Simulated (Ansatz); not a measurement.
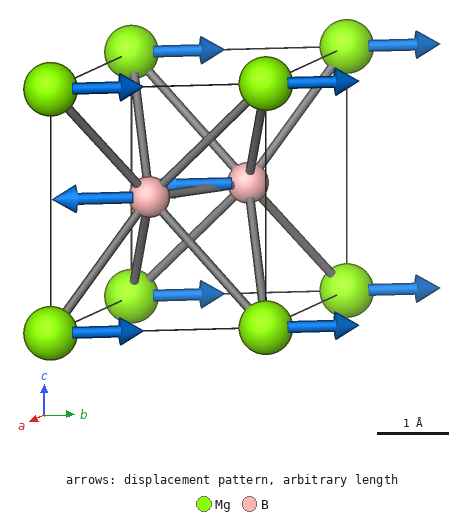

One vibrational mode of solid MgB$_{2}$ at the zone centre. The blue arrows give the relative displacements of the atoms. The picture is a ball-and-stick view of the cell of the calculation, seen slightly off an axis.

Method: DFT PBEsol, scalar-relativistic, plane waves, PAW (Ansatz 0.2.0). Settings: plane-wave cutoff 420 eV; k-point mesh 15 × 15 × 12; occupations fermi dirac; smearing width 0.15 eV; no spin polarisation.

The frequencies depend somewhat on the k-mesh and the smearing.

Describe the mode and give its frequency.

Answer. This is the E₁u mode (doubly degenerate; one member of the set is drawn) at 340 cm⁻¹, the lowest optical level, infrared-active by symmetry. The B sublattice moves against the Mg sublattice, along b; the kinetic energy is shared as B 53 %, Mg 47 %. The crystal is a metal, so free carriers screen the infrared response.
